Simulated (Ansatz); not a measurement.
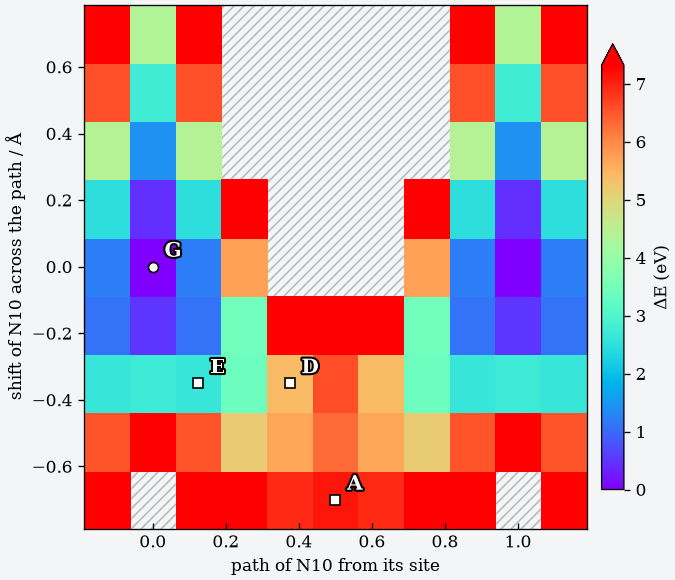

BN (P6_3mc phase) with one N vacancy (15 atoms in the cell, cell charge +3). An atom moved over a plane that holds its own site and a neighbouring vacancy (x along [1 −1 2], y along [−1 −3 −2], z along [1 0 0] of the conventional cell). Coordinates scanned: (1) path of N10 from its site (0) to the vacancy (1), 2.523 Å; (2) shift of N10 across the path, along the Cartesian direction [1 −1 0]. Nothing is relaxed (all other atoms held at the sites of the perfect crystal). The scan uses an 11 × 9 grid; 31 points were computed and 45 follow by symmetry. At 23 points there is no value (left out of the scan, as a rule where atoms come close). Points are written as (first, second). Energies: eV per cell, counted from the lowest grid point. The cell is charged on a uniform background, without a charge correction. Level of theory: DFT LDA, scalar-relativistic, plane waves, PAW (Ansatz). Settings: cutoff 420 eV, k-mesh 6×6×6, gaussian smearing 0.05 eV, no spin polarisation.

Drawn: one coloured cell a grid point, one colour for all values above the top of the scale, hatched blanks where no value was computed, lettered points.

**Is A the lowest point of the computed grid?**

No. A lies 7.1 eV above the lowest grid point, which is at (0.000, 0.000 Å) [nearest 4 B at 1.55 Å].

**Rank the lettered points by energy, lowest first.**

G (0.0 eV), E (2.6 eV), D (5.4 eV), A (7.1 eV).

PAW datasets: the set soft_1.
